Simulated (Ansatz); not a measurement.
GaN

Input

```
crystal:
  lattice:
    - [0.0, 2.2535006075, 2.2535006075]
    - [2.2535006075, 0.0, 2.2535006075]
    - [2.2535006075, 2.2535006075, 0.0]
  atoms:
    - { symbol: Ga, position: [0.0, 0.0, 0.0] }
    - { symbol: "N", position: [0.75, 0.75, 0.75] }
basis:
  ecutwfc: 500
kpoints:
  mp_grid: { grid: [10, 10, 10] }
hamiltonian:
  xc: r2scan
scf:
  occupations: { method: gaussian, width: 0.02 }
output:
  forces: true
  stress: true
  eigenvalues: true
  write_density: true
  write_potential: true
  elf: true
  volumetric_format: npy
relax:
  adjacent_minimum: "off"
  f_tol: 0.005
  max_steps: 80
  cell: { stress_tol: 0.05 }
```

Run with:

```sh
ansatz run input.yaml --threads 1 --pin off --max-ram 2560MiB --backend cpu --events-out ev --progress --plain --runs-dir out
```

Below, planes, directions and counts refer to the conventional cell (a = 4.50 Å, b = 4.50 Å, c = 4.50 Å, α = 90.00°, β = 90.00°, γ = 90.00°).

The fields are those of the relaxed geometry.

Space group F-43m; a structure from a database of computed crystals, not necessarily the ambient phase.

These are results of DFT r2SCAN, scalar-relativistic, plane waves, PAW (Ansatz 0.2.0), not measurements.

> What can the converged valence pseudo-density and electron localisation function tell about the bonding?

Ga–N (1.95 Å): ρ is about 0.75 e/Å³ halfway; the ELF peaks at about 0.85 in the valence shell of N, 0.7 Å from its nucleus, and is about 0.50 at the midpoint.

> Metal or insulator at this level of theory?

It is gapped, with a Kohn–Sham gap of 2.2 eV on the k-point mesh, an upper bound to the gap of this method.

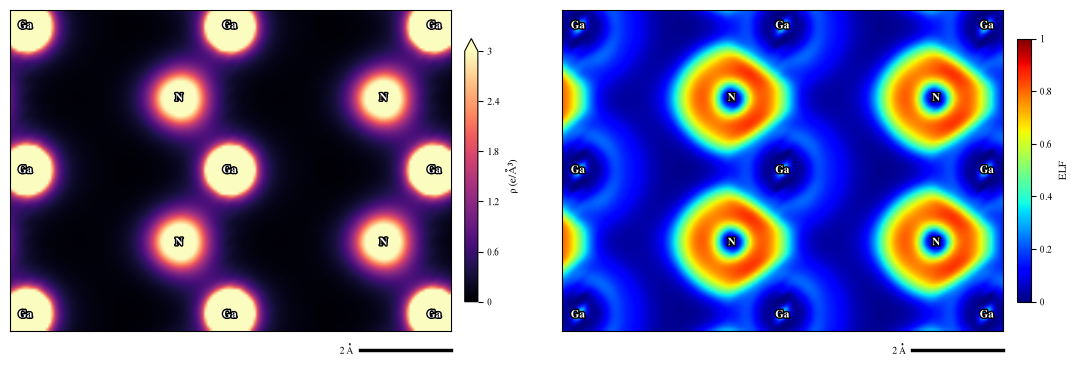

Computed valence pseudo-density and electron localisation function on the (110) plane of the conventional cell, in this order. 
